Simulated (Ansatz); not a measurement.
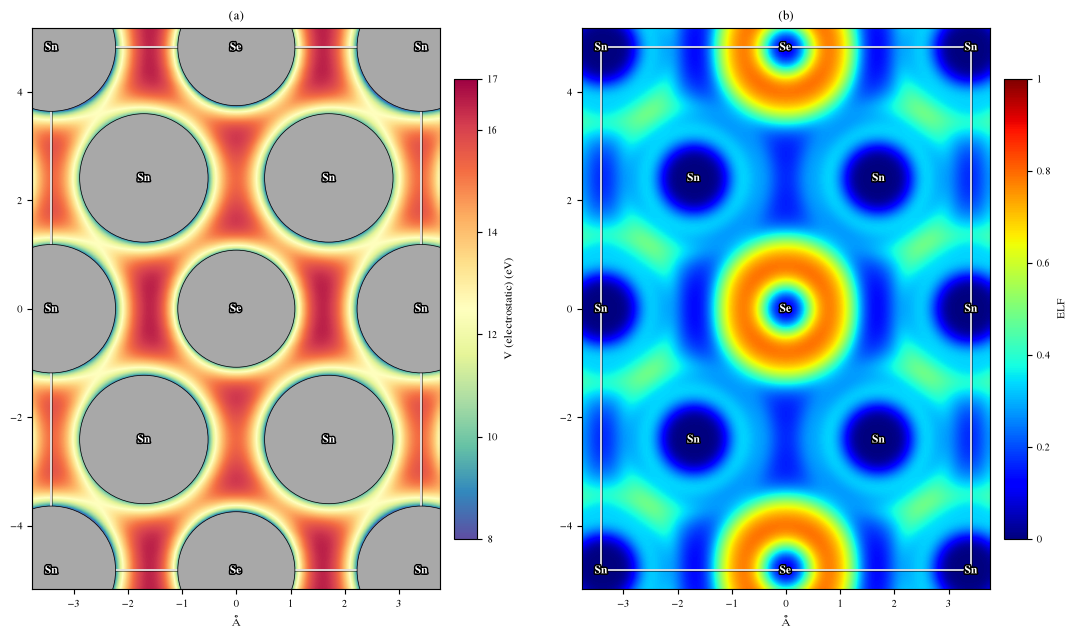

Sn3Se. (a) electrostatic potential energy of an electron; (b) ELF on the (110) plane of the conventional cell. Grey discs cover the atomic cores in the potential map.

Space group Fm-3m; a structure from a database of computed crystals, not necessarily the ambient phase; computed pressure about 20 GPa in this cell.

The calculation used Kohn-Sham DFT of a periodic cell, PBEsol, Ansatz PAW (Ansatz 0.2.0).

In a PAW calculation such maps are meaningful between the atoms, not at the nuclei.

Q: Read the bonding off the picture.

A:
- The plane passes through Sn and Se nuclei.
- Sn–Se (2.96 Å): the ELF is about 0.35 at the midpoint.
- Outside the cores the potential energy rises away from the atoms and is highest about 1.6 Å from the nearest atoms; its zero is arbitrary.
